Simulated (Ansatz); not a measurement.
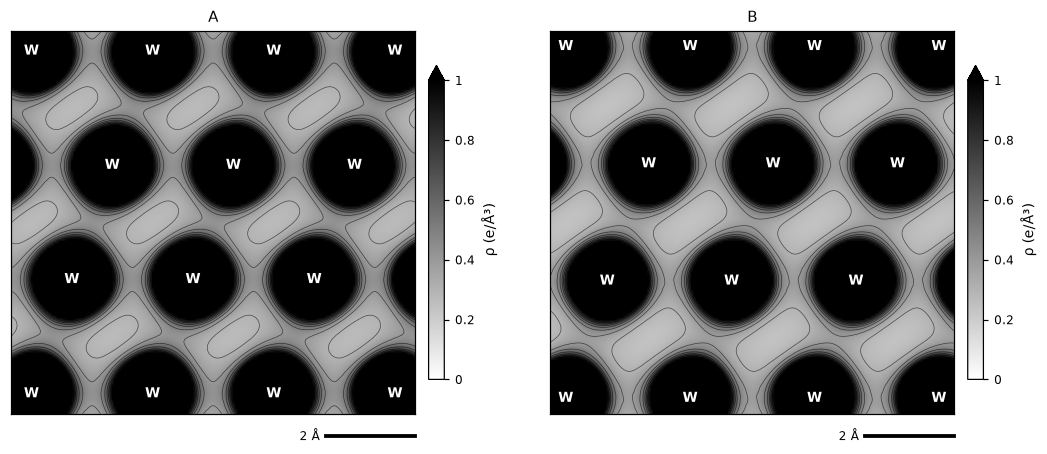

W. The valence pseudo-density of two cells that differ in size, on the (11̄0) plane of each (indices in the axes of the calculation cell), at one length scale and on one colour scale; one has 15.5 and the other 16.8 Å³ an atom.

Method: Kohn-Sham DFT of a periodic cell, SVWN5, Ansatz PAW in Ansatz 0.2.0.

The larger cell:

```
W
1.0
    -1.61338    1.61338    1.61338
     1.61338   -1.61338    1.61338
     1.61338    1.61338   -1.61338
W
1
Direct
  0.00000 0.00000 0.00000
```

The smaller cell: a = 2.722 Å, b = 2.722 Å, c = 2.722 Å, α = 109.47°, β = 109.47°, γ = 109.47°.

Q: Which is the denser cell? Describe the effect of the change.

A: Panel A is the smaller cell, by 8 % in volume. From the larger cell to the smaller, W–W goes from 2.79 to 2.72 Å, and the density at its midpoint from 0.38 to 0.43 e/Å³; the pressure goes from −24 to −3.0 GPa.
